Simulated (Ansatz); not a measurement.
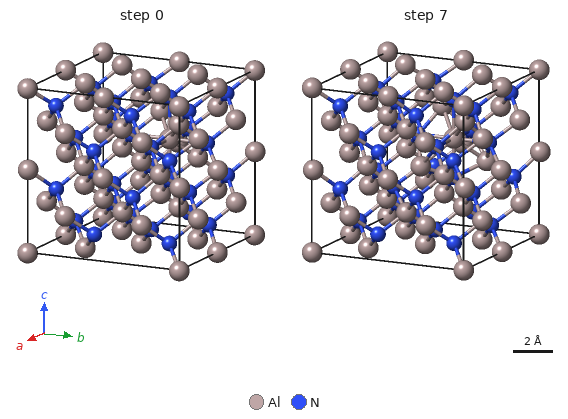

The structure of a defect cell of composition Al33N32 before (left) and after (right) a relaxation, at one scale.

The picture is a ball-and-stick view of the cell of the calculation (origin shifted), seen from a free direction.

Theory: DFT, PBEsol, PAW, plane waves (Ansatz). Set-up: plane-wave cutoff 420 eV; k-point mesh 1 × 1 × 1; mesh shifted by (0.25, 0.25, 0.25); collinear spin; atoms relaxed in a fixed cell; force threshold 0.03 eV/Å; at most 80 steps.

### Describe what moved and what it gained.

The largest moves, 0.36 Å, are those of Al atoms. By element the largest moves are Al 0.36 Å, N 0.25 Å. The lattice vectors keep their values. Some distances before and after: Al–Al 1.858 → 2.243 Å, Al–Al 1.886 → 2.242 Å, Al–Al 1.929 → 2.242 Å, Al–N 2.234 → 2.047 Å. Bond angles that change, for instance: Al–N–Al 108.2° → 134.6°, Al–N–Al 109.8° → 135.7°, Al–N–Al 109.3° → 134.6°. Over 7 geometry steps the energy falls by 9.018 eV per cell of the calculation. Largest force component: 7.9 eV/Å at the start, 0.019 eV/Å at the end. The program noted that the starting moments weren't kept. Cost: 88 s on 7 threads of Arm Neoverse-V2, peak memory 1.8 GiB.
